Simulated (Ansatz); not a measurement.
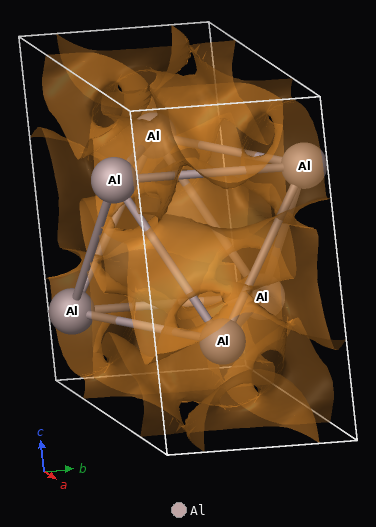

*Al. Isosurface of the ELF at 0.55 (orange), seen slightly off an axis. Core shells and regions of very low density are left out. Sticks mark near contacts.*

Space group C2/m.

Theory: DFT PBEsol, scalar-relativistic, plane waves, PAW (Ansatz 0.2.0).

Core electrons are frozen (PAW), and the valence fields are smoothed inside the atomic spheres.

```cif
data_structure
_symmetry_space_group_name_H-M 'P 1'
_symmetry_Int_Tables_number 1
_cell_length_a 4.9577
_cell_length_b 2.8623
_cell_length_c 4.9577
_cell_angle_alpha 90.000
_cell_angle_beta 109.471
_cell_angle_gamma 90.000
_cell_volume 66.33
loop_
_atom_site_label
_atom_site_type_symbol
_atom_site_fract_x
_atom_site_fract_y
_atom_site_fract_z
_atom_site_occupancy
Al1 Al 0.72731 0.50000 0.24999 1
Al2 Al 0.22731 0.00000 0.24999 1
Al3 Al 0.77269 0.00000 0.75001 1
Al4 Al 0.27269 0.50000 0.75001 1
```

What do the ELF domains correspond to?

Answer. At this value the surface marks out one network that runs through the whole crystal, counted in one cell of 4 atoms. Regions shared between cells count once. There are no localised bonds or lone pairs at this value. Along the contacts the grid gives the following. Al–Al (2.74 Å): the ELF peaks at about 0.70 between the atoms. Al–Al (2.81 Å): the ELF peaks at about 0.65 between the atoms.

Metal or insulator at this level of theory?

Answer. It is gapless in this calculation (a metal or semimetal).
